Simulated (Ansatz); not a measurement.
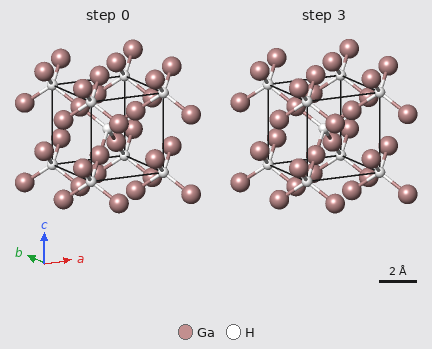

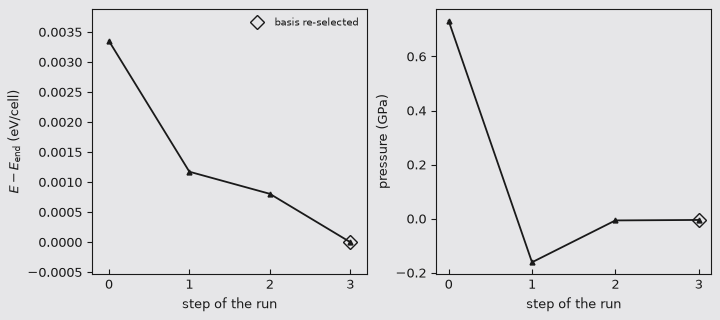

First and last geometry of a relaxation of crystalline Ga2H (a generated structure, set up in Pn-3m), with the history of the run. A ball-and-stick model of the cell of the calculation, seen from a free direction.

Level of theory: DFT PBE, scalar-relativistic, plane waves, PAW (Ansatz).

Input
```yaml
crystal:
  lattice:
    - [4.4639500911, 0.0, 0.0]
    - [0.0, 4.4639500911, 0.0]
    - [0.0, 0.0, 4.4639500911]
  atoms:
    - { symbol: Ga, position: [0.25, 0.25, 0.25] }
    - { symbol: Ga, position: [0.75, 0.75, 0.25] }
    - { symbol: Ga, position: [0.75, 0.25, 0.75] }
    - { symbol: Ga, position: [0.25, 0.75, 0.75] }
    - { symbol: H, position: [0.0, 0.0, 0.0] }
    - { symbol: H, position: [0.5, 0.5, 0.5] }
basis:
  ecutwfc: 420
kpoints:
  mp_grid: { grid: [8, 8, 8] }
hamiltonian:
  xc: pbe
scf:
  occupations: { method: gaussian, width: 0.1 }
output:
  forces: true
  stress: true
  eigenvalues: true
relax:
  adjacent_minimum: "off"
  f_tol: 0.01
  max_steps: 80
  cell: { stress_tol: 0.05 }
```

Command:
```bash
ansatz run input.yaml --threads 1 --pin off --max-ram 2048MiB --backend cpu --events-out ev --progress --plain --runs-dir out
```

> Read the history and describe the run.

It converged. After 2 accepted moves (3 points after the start) the energy has fallen by 3.4 meV per cell of the calculation. All forces vanish by symmetry, so only the cell relaxes. The pressure goes from 0.73 to 0.00 GPa. The SCF was repeated once at an unchanged geometry on a basis and grid sized afresh for the cell, which shifted the energy by 0.8 meV per cell of the calculation at most. No atom moves by more than 0.005 Å relative to the cell. Cell: a = b = c 4.464 → 4.489 Å (+0.6 %). Volume +1.7 %. Among the contacts that change: Ga1–H5 1.933 → 1.944 Å. The space group stays Pn-3m (No. 224).

| step | E − E(0), meV/atom | pressure, GPa | volume, Å³/atom | note |
| --- | --- | --- | --- | --- |
| 0 | 0.00 | 0.73 | 14.825 |  |
| 1 | -0.36 | -0.16 | 15.137 |  |
| 2 | -0.42 | -0.01 | 15.080 |  |
| 3 | -0.56 | 0.00 | 15.080 | same geometry, new basis |
